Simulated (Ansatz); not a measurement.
**Zn in Pt(111), 2x2: scattering by a point defect**

How strong a scatterer is Zn in Pt(111), 2x2, and does relaxation matter?

Main program and level: Ansatz 0.2.0; Ansatz plane-wave DFT, PBE, PAW files; ballistic transport by layer matching (Landauer), zero bias; PAW set soft_1.

## Step 1: Set-up

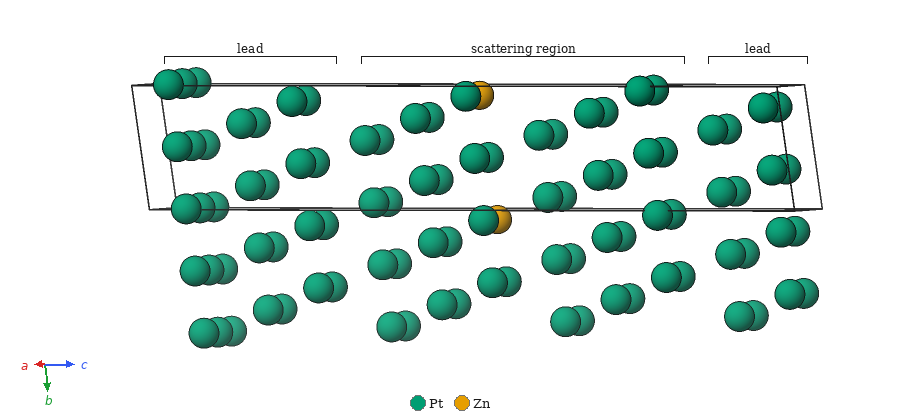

Start, viewed from the side, with the c axis across the page; platinum teal, zinc orange. 1×2×1 cells are drawn. Some periodic images of atoms are drawn too.

The cell holds 44 atoms: 43 Pt and 1 Zn. Its edges and angles: a = 5.546 Å, b = 5.546 Å, c = 24.958 Å, α = 86.8°, β = 93.2°, γ = 120.0°. It derives from Pt. Regions: lead, 24 atoms (24 Pt); scattering region, 20 atoms (19 Pt and 1 Zn). The structure is stacked along c, and the current runs across the ab planes.

## Step 2: Transmission at ideal sites

The defect sits in one plane of the supercell, all atoms on ideal sites; the layers about the cell's end are the lead. The mesh across the current, 12×12, is finer than the density's, because channels open and close sharply across the zone. Energies from -0.1 to 0.1 eV in steps of 0.05 eV are too few for the program's thermal sum, so it prints no conductance; for a metal the transmission near the Fermi level serves, at a fraction of the cost.

Contents of input.yaml:

```yaml
crystal:
  lattice:
    - [5.5462627489, 0.0, 0.0]
    - [-2.7731313745, 4.8032044366, 0.0]
    - [-1.3865656872, 0.8005340728, 24.9067751428]
  atoms:
    - { symbol: Pt, position: [0.0075757576, 0.9924242424, 0.0454545455] }
    - { symbol: Pt, position: [0.0075757576, 0.4924242424, 0.0454545455] }
    - { symbol: Pt, position: [0.5075757576, 0.9924242424, 0.0454545455] }
    - { symbol: Pt, position: [0.5075757576, 0.4924242424, 0.0454545455] }
    - { symbol: Pt, position: [0.1893939394, 0.3106060606, 0.1363636364] }
    - { symbol: Pt, position: [0.1893939394, 0.8106060606, 0.1363636364] }
    - { symbol: Pt, position: [0.6893939394, 0.3106060606, 0.1363636364] }
    - { symbol: Pt, position: [0.6893939394, 0.8106060606, 0.1363636364] }
    - { symbol: Pt, position: [0.3712121212, 0.1287878788, 0.2272727273] }
    - { symbol: Pt, position: [0.3712121212, 0.6287878788, 0.2272727273] }
    - { symbol: Pt, position: [0.8712121212, 0.1287878788, 0.2272727273] }
    - { symbol: Pt, position: [0.8712121212, 0.6287878788, 0.2272727273] }
    - { symbol: Pt, position: [0.053030303, 0.946969697, 0.3181818182] }
    - { symbol: Pt, position: [0.053030303, 0.446969697, 0.3181818182] }
    - { symbol: Pt, position: [0.553030303, 0.946969697, 0.3181818182] }
    - { symbol: Pt, position: [0.553030303, 0.446969697, 0.3181818182] }
    - { symbol: Pt, position: [0.2348484848, 0.2651515152, 0.4090909091] }
    - { symbol: Pt, position: [0.2348484848, 0.7651515152, 0.4090909091] }
    - { symbol: Pt, position: [0.7348484848, 0.2651515152, 0.4090909091] }
    - { symbol: Pt, position: [0.7348484848, 0.7651515152, 0.4090909091] }
    - { symbol: Zn, position: [0.4166666667, 0.0833333333, 0.5] }
    - { symbol: Pt, position: [0.4166666667, 0.5833333333, 0.5] }
    - { symbol: Pt, position: [0.9166666667, 0.0833333333, 0.5] }
    - { symbol: Pt, position: [0.9166666667, 0.5833333333, 0.5] }
    - { symbol: Pt, position: [0.0984848485, 0.9015151515, 0.5909090909] }
    - { symbol: Pt, position: [0.0984848485, 0.4015151515, 0.5909090909] }
    - { symbol: Pt, position: [0.5984848485, 0.9015151515, 0.5909090909] }
    - { symbol: Pt, position: [0.5984848485, 0.4015151515, 0.5909090909] }
    - { symbol: Pt, position: [0.2803030303, 0.2196969697, 0.6818181818] }
    - { symbol: Pt, position: [0.2803030303, 0.7196969697, 0.6818181818] }
    - { symbol: Pt, position: [0.7803030303, 0.2196969697, 0.6818181818] }
    - { symbol: Pt, position: [0.7803030303, 0.7196969697, 0.6818181818] }
    - { symbol: Pt, position: [0.4621212121, 0.0378787879, 0.7727272727] }
    - { symbol: Pt, position: [0.4621212121, 0.5378787879, 0.7727272727] }
    - { symbol: Pt, position: [0.9621212121, 0.0378787879, 0.7727272727] }
    - { symbol: Pt, position: [0.9621212121, 0.5378787879, 0.7727272727] }
    - { symbol: Pt, position: [0.1439393939, 0.8560606061, 0.8636363636] }
    - { symbol: Pt, position: [0.1439393939, 0.3560606061, 0.8636363636] }
    - { symbol: Pt, position: [0.6439393939, 0.8560606061, 0.8636363636] }
    - { symbol: Pt, position: [0.6439393939, 0.3560606061, 0.8636363636] }
    - { symbol: Pt, position: [0.3257575758, 0.1742424242, 0.9545454545] }
    - { symbol: Pt, position: [0.3257575758, 0.6742424242, 0.9545454545] }
    - { symbol: Pt, position: [0.8257575758, 0.1742424242, 0.9545454545] }
    - { symbol: Pt, position: [0.8257575758, 0.6742424242, 0.9545454545] }
kpoints:
  mp_grid: { grid: [5, 5, 1] }
hamiltonian:
  xc: pbe
  pseudopotentials: { kind: paw, azcp: { folder: soft_1 } }
scf:
  occupations: { method: fermi_dirac, width: 0.1 }
output:
  transmission: { leads: [[0, 4]], kmesh: [12, 12], e_range: [-0.1, 0.1], de: 0.05 }
  write_potential: true
  write_density: true
  volumetric_format: npy
  elf: true
```

Run with:

```
> ansatz run input.yaml --threads 4 --pin off --max-ram 15360MiB --backend cpu --events-out ev --progress --plain --runs-dir out
```

Numbers of over 12 decimals in the logs are rounded to 6 here.

Output:

```text
Engine: ansatz 0.2.0, aarch64-unknown-linux-gnu
Pseudopotentials: kind: paw
Pseudopotential: Pt, paw, valence charge 18, recommended cutoff 420 eV (normal), soft_1/Pt.paw.azcp
Pseudopotential: Zn, paw, valence charge 12, recommended cutoff 420 eV (normal), soft_1/Zn.paw.azcp
Functional definition: PBE
  parameter kappa = 0.804
  parameter beta = 0.066725
  exchange = pbe_x(kappa = kappa, mu = beta*pi^2/3)
  correlation = pbe_c(beta = beta)
Crystal: 44 atoms, lattice volume = 663.512 Å³
Basis set: ecut = 420 eV, 13001 PW (Γ)
Bands: 472, of which v1, the nominal top of the filled ones, is band 393 counted from 1 (392 counted from 0)
Symmetry: 4 space group operations
Space group: C2/m (ITA 12), of the structure as read, at distance tolerance 8.7e-5 Å
k-points: 9 of 25
Non-local potential: Pt, projectors of the file, l = 0: 3, l = 1: 2, l = 2: 2, l = 3: 1
Non-local potential: Zn, projectors of the file, l = 0: 2, l = 1: 2, l = 2: 3, l = 3: 1
PAW form: soft (Blöchl's): semilocal exchange-correlation on the pseudo side does not see the compensation charge
PAW one-centre angular grid: Pt, 590 points (default); XC on 64 Gauss nodes
PAW one-centre angular grid: Zn, 590 points (default); XC on 64 Gauss nodes
Initial density: superposition of atomic densities (chi_scale 0.1, normalization cell, long waves 93 % of neutral atoms (reshape's long-wave potential 1.93 eV rms, cloud 2.58 Å wide))
Initial wavefunctions: pseudopotential atomic-orbital guess
Functional: x = pbe(κ = 0.804, μ = 0.219515), c = pbe(β = 0.066725)
SCF iter   1: F=—  HF=-541899.695369 eV  |F-HF|=—  |Δ(HF+E_count)|=         —  Δρ=9.13e-2  dr2=1.77e2  ethr=3.10e-3  ⟨swp⟩=5.0  Hψ=14639  notcnv=0  defer=86
preconditioner: auto → Kerker (q_TF=auto, 2.806 Å⁻¹)  [metal: Δε(μ)=0.003 eV  Ē_g=8.661 eV  σ=0.100 eV  W_gap=0.01  n_scr=272 (ndim 8)  ℏωp=30.3 eV  f_vac=0.000  D(μ)=69.68/eV (n_scr^D=924)]
SCF iter   2: F=—  HF=-541887.384828 eV  |F-HF|=—  |Δ(HF+E_count)|=    1.23e1  Δρ=4.74e-2  dr2=6.45e1  ethr=3.10e-3  ⟨swp⟩=2.0  Hψ=7182  notcnv=0  defer=378
SCF iter   3: F=—  HF=-541883.310177 eV  |F-HF|=—  |Δ(HF+E_count)|=    4.07e0  Δρ=1.07e-2  dr2=3.33e0  ethr=3.10e-3  ⟨swp⟩=2.0  Hψ=6173  notcnv=0  defer=378
SCF iter   4: F=—  HF=-541883.078619 eV  |F-HF|=—  |Δ(HF+E_count)|=   2.32e-1  Δρ=7.56e-3  dr2=1.30e0  ethr=4.23e-4  ⟨swp⟩=2.0  Hψ=7131  notcnv=0  defer=395
SCF iter   5: F=—  HF=-541882.993197 eV  |F-HF|=—  |Δ(HF+E_count)|=   8.54e-2  Δρ=1.81e-3  dr2=3.19e-1  ethr=1.65e-4  ⟨swp⟩=2.0  Hψ=6810  notcnv=0  defer=393
SCF iter   6: F=—  HF=-541882.990842 eV  |F-HF|=—  |Δ(HF+E_count)|=   2.36e-3  Δρ=9.36e-4  dr2=1.14e-2  ethr=4.05e-5  ⟨swp⟩=1.6  Hψ=4107  notcnv=0  defer=391
SCF iter   7: F=—  HF=-541882.990291 eV  |F-HF|=—  |Δ(HF+E_count)|=   5.50e-4  Δρ=2.48e-4  dr2=8.82e-3  ethr=1.45e-6  ⟨swp⟩=2.0  Hψ=4145  notcnv=0  defer=391
SCF iter   8: F=—  HF=-541882.990228 eV  |F-HF|=—  |Δ(HF+E_count)|=   6.28e-5  Δρ=1.10e-4  dr2=2.39e-3  ethr=1.12e-6  ⟨swp⟩=1.0  Hψ=3852  notcnv=0  defer=391
SCF iter   9: F=—  HF=-541882.990204 eV  |F-HF|=—  |Δ(HF+E_count)|=   2.46e-5  Δρ=3.02e-5  dr2=1.62e-4  ethr=3.04e-7  ⟨swp⟩=1.0  Hψ=3852  notcnv=0  defer=391
SCF iter  10: F=—  HF=-541882.990240 eV  |F-HF|=—  |Δ(HF+E_count)|=   3.59e-5  Δρ=6.93e-6  dr2=4.23e-6  ethr=2.06e-8  ⟨swp⟩=1.0  Hψ=3969  notcnv=0  defer=391
SCF iter  11: F=—  HF=-541882.991011 eV  |F-HF|=—  |Δ(HF+E_count)|=   7.72e-4  Δρ=1.78e-6  dr2=1.88e-7  ethr=5.38e-10  ⟨swp⟩=1.6  Hψ=3975  notcnv=0  defer=391
SCF iter  12: F=-541882.991011 eV  HF=-541882.991011 eV  |F-HF|=5.94e-9  |Δ(HF+E_count)|=   6.75e-9  Δρ=9.91e-7  dr2=4.23e-9  ethr=1.27e-11  ⟨swp⟩=10.3  Hψ=13296  notcnv=0
SCF 1 converged in 12 iterations: F = -541882.991011 eV  dr2 = 4.23e-9
  greatest PAW one-centre occupation: 1.000 electrons in one spin orbital (limit 2), on the Pt atom at site 25 (counted from 0), in its partial waves of l = 0
transmission: 192 of 1892 steps passed
transmission: 380 of 1892 steps passed
[...]
transmission: 1892 of 1892 steps passed
SCF converged after 12 iterations
Free energy (F): -541882.991011 eV
Harris-Foulkes:  -541882.991011 eV  (|F-HF|=5.94e-9)
Internal energy: -541880.633549 eV  (E = F + TS)
E sigma→0 (E₀):  -541881.812280 eV
Entropy (-TS):   -2.357463 eV (-53.579 meV/atom)
Fermi energy:    23.111936 eV
--- Per-component energies (eV) ---
  E_band       = -5547.172618
  E_kinetic    = 25834.367282
  E_local      = -63635.957984  (includes V_loc(G=0)·N_el)
  E_nonlocal   = 9584.973987
  E_hartree    = 24239.444779
  E_xc         = -10080.106527
  E_vxc        = -11736.716726  (∫ρ·V_xc dr)
  E_paw        = -409704.141026  (= ΣΔE_a)
  E_vpaw       = -14072.775497  (= ΣTr[D̂ρ^β])
  E_aug_tail   = 0.047662  (compensation charges beyond the density's cutoff)
  E_ewald      = -118119.261722
  E_smearing   = -2.357463  (= −TS)
  E_closure    = 0.000000  (closes the sum)
  Σ components = -541882.991011   (vs F -541882.991011, Δ=0.00e0)
--- Band table (eV; the first three rows and the last of 9) ---
  k-point 0: bands = [... 389 lower, 23.2894, 23.2970, 23.3227, 23.3372, 23.3432, 23.3855, 23.3858, 23.3865, ... 75 higher]
  k-point 1: bands = [... 389 lower, 23.0703, 23.1152, 23.1313, 23.1540, 23.1708, 23.1764, 23.2007, 23.2214, ... 75 higher]
  k-point 2: bands = [... 389 lower, 23.0517, 23.0793, 23.1111, 23.1399, 23.1661, 23.1882, 23.2147, 23.2671, ... 75 higher]
  k-point 8: bands = [... 389 lower, 23.0608, 23.0891, 23.1458, 23.1464, 23.1912, 23.2203, 23.2299, 23.2524, ... 75 higher]
--- Transmission ---
  basis      : 241 plane waves across, 44 finite elements along
  points     : 43, standing for a mesh of 12 x 12
  energies   : 5 from -0.100000 to 0.100000 eV about the Fermi level, 0.050000 eV apart; the leads are filled to 0.000000 eV, and channels, transmission and decay are at 0.000000 eV
  crystal 0  : Pt4, at the sites [0, 4], period 2.2643 Å, over 22.64 Å; its Hamiltonian steps by up to 4.9 meV
    offset         : up to 0.0000 Å between an atom of the period and one for which it stands
    channels       : 7.368056e0 a spin
    conductance    : none, the energies end too early or step too widely for 300 K: set another output.transmission.e_range or a lower de, or, where they end at an eighth of basis.ecutwfc, a higher one
  junction   : crystal 0 to crystal 0, 0.70 to 23.34 Å
    transmission   : 4.946370e0 a spin
    conductance    : none, the energies end too early or step too widely for 300 K: set another output.transmission.e_range or a lower de, or, where they end at an eighth of basis.ecutwfc, a higher one
```

The job ended after 7.8 min (4 threads of Arm Neoverse V1, shared host; peak memory 5.8 GiB; 29 min of CPU time).

In the SCF lines HF is the Harris–Foulkes energy and dr2 the Hartree energy of the density residual, in eV; the loop may stop once dr2 is under the threshold and the program's other checks hold. Hψ counts applications of the Hamiltonian.

Numbers from this step:

| Property | Result |
| --- | --- |
| free energy | -541882.9910 eV |
| energy at zero smearing | -541881.8123 eV |
| Fermi energy | 23.11 eV |
| cell area | 26.64 Å² |
| transmission per spin nearest the Fermi level | 4.946 |
| open channels per spin nearest the Fermi level | 7.368 |
| step of the lead's potential | 4.9 meV |

Per spin. Transmission, zone mean against energy, zero at the Fermi level:

```tsv
energy (eV)	transmission, zone mean
-0.1000	5.39
-0.0500	5.16
0.0000	4.95
0.0500	4.34
0.1000	4.04
```

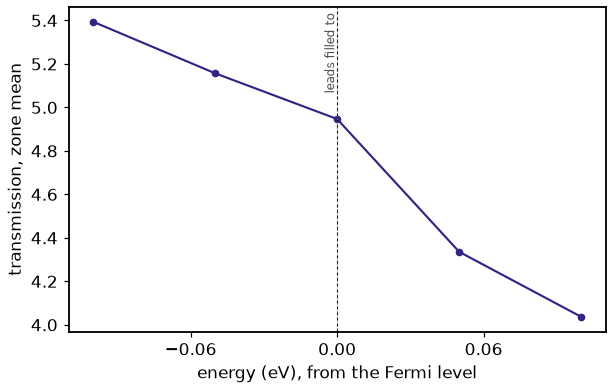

Transmission, zone mean, plotted against energy.

Per spin. Open channels, zone mean, lead against energy, zero at the Fermi level:

```tsv
energy (eV)	open channels, zone mean, lead
-0.1000	7.89
-0.0500	7.60
0.0000	7.37
0.0500	5.98
0.1000	5.35
```

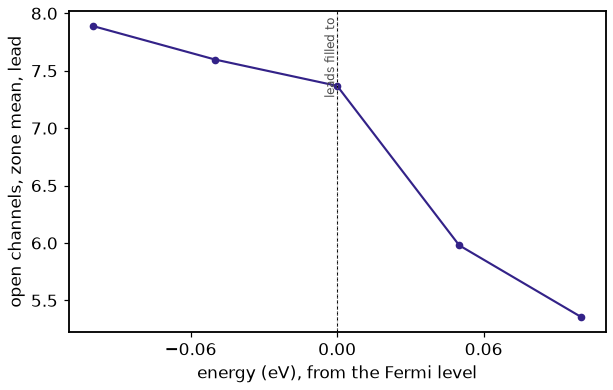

Open channels, zone mean, lead against energy.

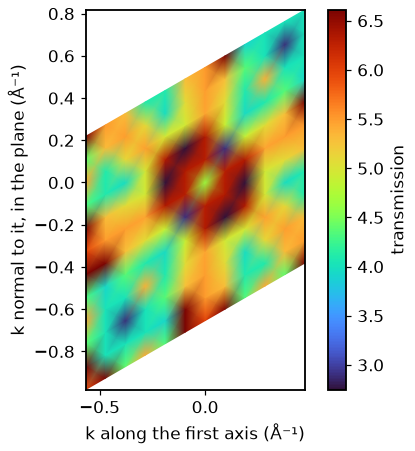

Transmission over k1 and k2. At 0.0000 eV from the Fermi level.

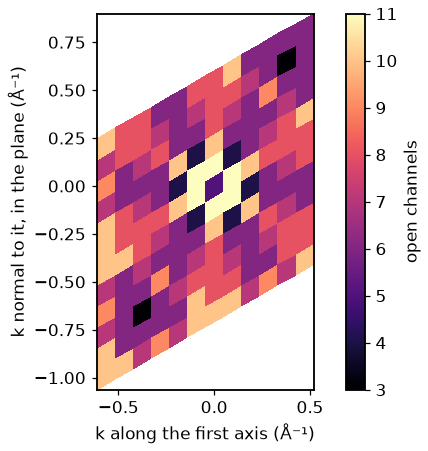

Open channels over k1 and k2. At 0.0000 eV from the Fermi level.

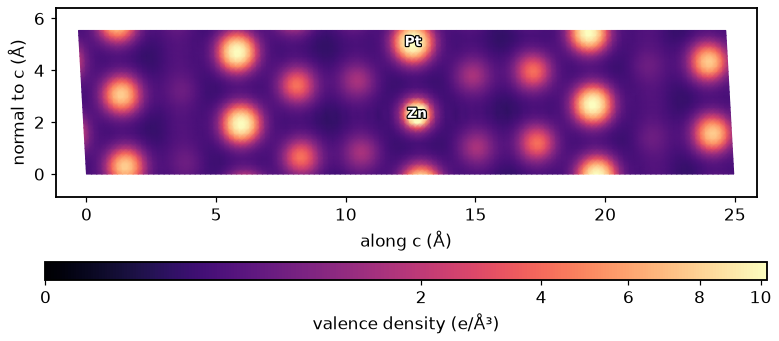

Valence density in the ca plane at fractional y = 0.083, with atoms of Zn and Pt within 0.2 Å of it. It is the smooth field of the valence electrons, not physical close to the nuclei. The colour scale is stretched toward low values.

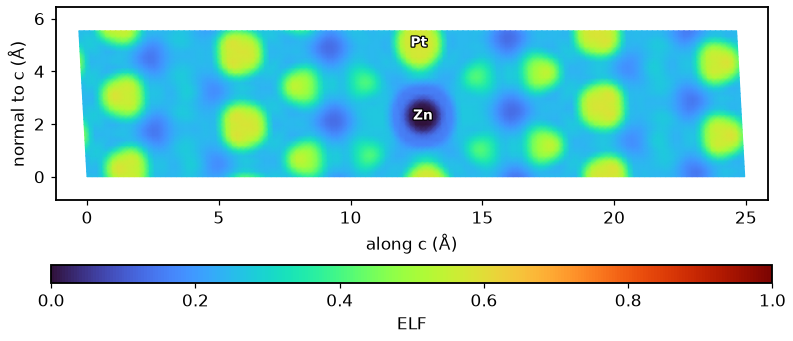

ELF in the ca plane at fractional y = 0.083, with atoms of Zn and Pt within 0.2 Å of it. It is the smooth field of the valence electrons, not physical close to the nuclei.

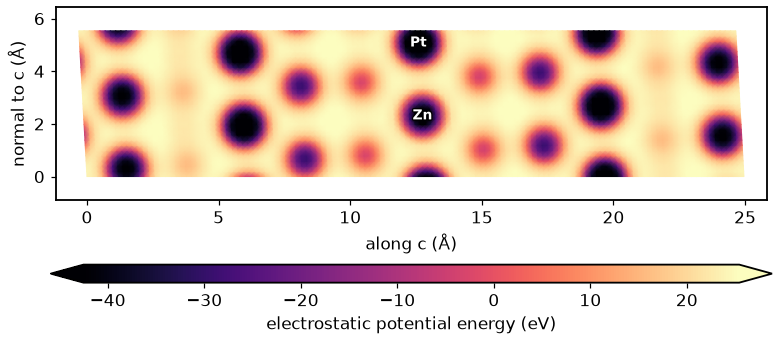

Electrostatic potential energy in the ca plane at fractional y = 0.083, with atoms of Zn and Pt within 0.2 Å of it. With pseudopotentials it is smooth inside the atoms' cores, unlike the true potential.

Over the solved energies the transmission per spin lies between 4.04 and 5.39, out of 6.84 channels of the lead on average (up to 7.89).

## Step 3: Resistance at ideal sites

This step: Ansatz plane-wave DFT, PBE, PAW files; ballistic transport by layer matching (Landauer), zero bias; area resistance of the defect plane and resistivity an atomic per cent; PAW set soft_1 (Ansatz 0.2.0).

Numbers from this step:

* area resistance: 0.2219 fΩ m²
* T over the leads' mean channel count: 0.6894
* resistivity per at.% scaled from this dense plane, with the factor 3/4 for isotropic scattering: 2.940 µΩ cm

Averaged over the energies near the Fermi level, 68.9 % of the channels pass, which makes 0.222 fΩ m².

By hand, with T and the leads' channels N averaged over the energies near the Fermi level: RA = A (h/2e²)(1/T − 1/N) = 26.64×10⁻²⁰ m² × 12 906 Ω × (1/4.813 − 1/6.981) = 0.222 fΩ m². Per atomic per cent: RA × A / V_atom × 0.01 × 3/4 = 2.94 µΩ cm, with the host's V_atom = 15.08 Å³.

## Step 4: What came out

* share of channels that pass, rigid: 0.689
* area resistance, rigid: 0.222 fΩ m²
* resistivity per at.% from the area resistance, times 3/4, rigid: 2.94 µΩ cm

What this shows: The plane of defects adds 0.22 fΩ m². Scaled to one atomic per cent that is 3.9 µΩ cm as it stands and 2.9 with the factor 3/4 for isotropic scattering on a spherical Fermi surface; with the reflection in place of the resistance taken as linear in the density it would be 2.0. These are rough estimates of the dilute value, not bounds. One Zn in each 2x2 cell reflects 31 % of the lead's channels. The defects form a dense periodic sheet that scatters coherently, unlike a dilute random alloy. T and N are means over the solved energies nearest the Fermi level. Spin-orbit coupling is left out, which matters for Pt.

[Logs are printed without paths, hosts, clocks, repeated set-up lines and the standing remarks that a program may print on its own settings, such as how far it seeks lower states.]

[Hosts, paths, dates, database ids (printed as entryN), source tags and the programs' standing remarks are cut or masked in the printed files.]
